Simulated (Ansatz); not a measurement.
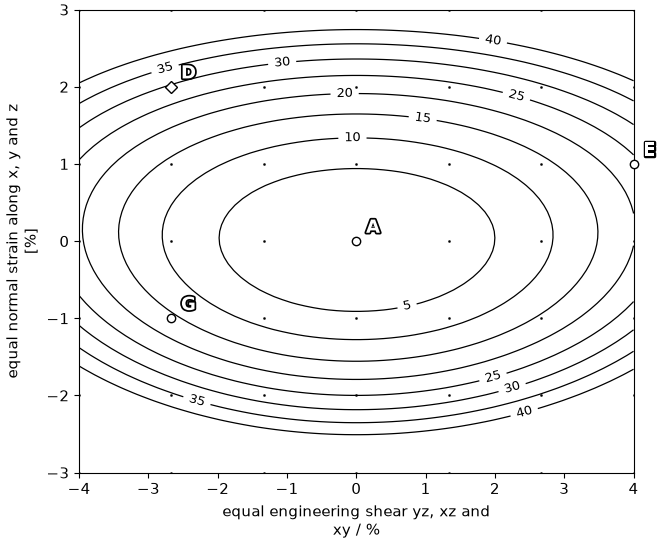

SrTiO₃ (I4/mcm, No. 140; 10 atoms in the cell). 
- The energy is mapped over two homogeneous strains (x along [1 0 0], y along [0 1 0], z along [0 0 1] of the conventional cell).
- Coordinates scanned: (1) equal engineering shear yz, xz and xy; (2) equal normal strain along x, y and z.
- Nothing is relaxed (fractional coordinates fixed).
- Grid: 7 × 7 points.
- Points are written as (first, second).
- All energies are given in meV/atom relative to the lowest grid point.
- The calculation used DFT PBE, scalar-relativistic, plane waves, PAW in Ansatz. Settings: cutoff 520 eV, k-mesh 8×8×8, gaussian smearing 0.05 eV, no spin polarisation.

The picture shows contour lines labelled in meV/atom (none above 40), dots at the grid points, lettered points. Between grid points the surface is interpolated.

Question: Is D the lowest point of the computed grid?

Answer: No. D lies 29 meV/atom above the lowest grid point, which is at (0.00 %, 0 %).

Question: What kind of point is each of A, D, G: minimum, saddle, maximum or slope?

Answer: A: minimum; D: on a slope; G: on a slope. (In these two coordinates alone; a stationary point may lie a little off the grid point.)

PAW datasets: the set soft_1.
